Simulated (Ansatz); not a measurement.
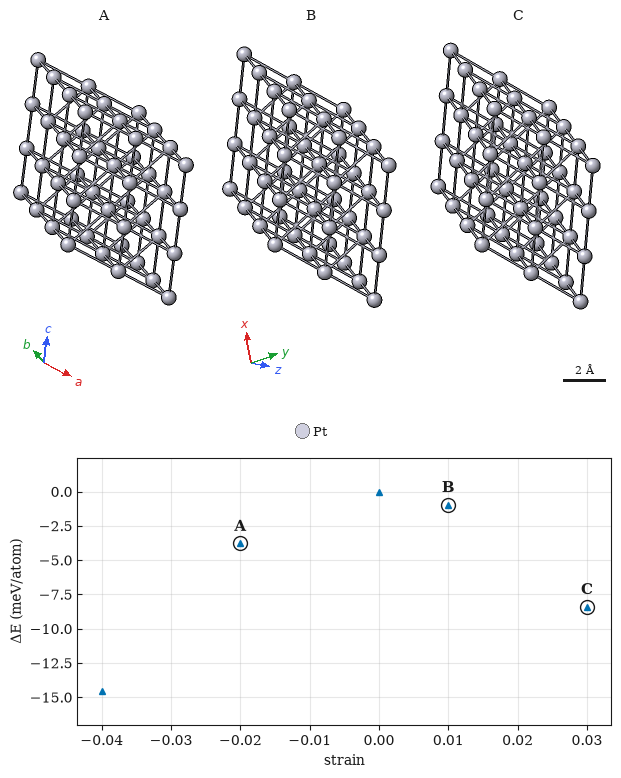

A scan of solid Pt (Im-3m): the cell is strained along x and oppositely along y, with the atoms kept at their fractional coordinates. x, y and z are the Cartesian axes of the input. The lettered frames are marked on the plot. A ball-and-stick model of the cell of the calculation, repeated 2 × 3 × 3 with one cell outlined, seen slightly off an axis.

Level of theory: DFT r2SCAN, scalar-relativistic, plane waves, PAW in Ansatz. Settings: plane-wave cutoff 500 eV; k-point mesh 22 × 22 × 22; occupations gaussian; smearing width 0.15 eV; no spin polarisation. Energies (free energies at the smearing named) are counted from the cell as listed in its source, which wasn't relaxed.

Question: Describe the profile.

Answer: Of the computed points the lowest is at the strain −0.04, −14.5 meV/atom. A local maximum lies at 0.00 (0.0 meV/atom). The energy is still falling at the end of the range, so the minimum along this coordinate lies there or beyond. The end points stand at −14.5 meV/atom (−0.04) and −8.4 meV/atom (0.03). The unrelaxed reference is under a pressure of −6.5 GPa. The distortion takes the space group from Im-3m to Immm. At the strain −0.04 the cell of the drawing goes a 2.744 → 2.745 Å, b 2.744 → 2.745 Å, c 2.744 → 2.745 Å, α 109.5° → 112.7°, β 109.5° → 106.2°.
